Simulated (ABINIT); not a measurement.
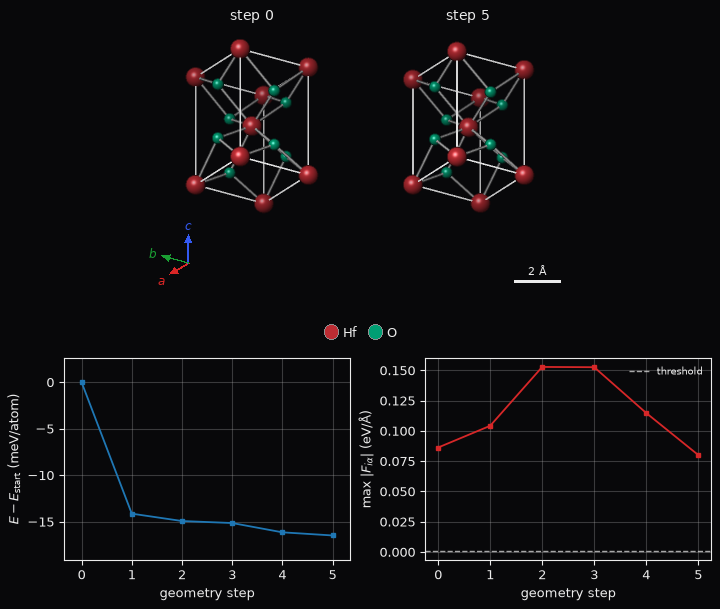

First and last geometry of a relaxation of crystalline HfO2 (set up in P4_2/nmc), with the history of the run. Style: ball-and-stick. Shown: the cell of the calculation, from a free direction.

The run lets cell and atoms move.

Computed with Kohn-Sham DFT of a periodic cell, LDA, PseudoDojo NC SR LDA v0.4.1 standard in ABINIT 10.8.3.

Input file:
```
# Pseudopotentials
pp_dirpath "./"
pseudos "Hf.upf, O.upf"

# Structure
acell 3.55801933 3.55801933 5.17186121 Angstrom
rprim
     1.0000000000     0.0000000000     0.0000000000
     0.0000000000     1.0000000000     0.0000000000
     0.0000000000     0.0000000000     1.0000000000
ntypat 2
znucl 72 8
natom 6
typat 1 1 2 2 2 2
chkprim 0
chksymtnons 0
tolsym 1.0e-6
xred
            0.0            0.0            0.0
            1/2            1/2            1/2
            0.0            1/2   0.1972078800
            1/2            0.0   0.3027921200
            1/2            0.0   0.8027921200
            0.0            1/2   0.6972078800

# Plane-wave basis
ecut 1142.878222 eV
ecutsm 0.5

# k points
kptopt 1
ngkpt 6 6 4
nshiftk 1
shiftk 0.0 0.0 0.0

# Exchange and correlation
ixc 7

# Bands and occupations
nband 29
occopt 3
tsmear 0.05 eV

# SCF cycle
nstep 80
tolvrs 1.0e-12

# Output
iomode 3
prteig 0
prtebands 0
prtwf 0
prtden 0

# Relaxation
ionmov 2
optcell 2
ntime 50
tolmxf 2.0e-5
dilatmx 1.08
```

Run as
```bash
abinit run.abi > log 2>&1
```

### What do the curves and the structures tell?

The run was cut off at its time limit before the relaxation converged, so the last structure is only a point on the way. The largest moves relative to the cell, 0.025 Å, are those of O atoms. Hf stays in place. The volume changes by −4.7 %, with a = b 3.558 → 3.515 Å (−1.2 %), c 5.172 → 5.049 Å (−2.4 %). Near-neighbour distances that change, for instance: Hf–O 2.370 → 2.313 Å, Hf–O 2.051 → 2.032 Å. The space group stays P4_2/nmc (No. 137). After 5 geometry steps the energy has fallen by 16.5 meV per atom. The largest force component goes from 0.086 to 0.08 eV/Å. The pressure goes from −10.54 to 0.46 GPa. The run took 25 min on 1 thread of Arm Neoverse V2 (shared host), peak memory 0.17 GiB.
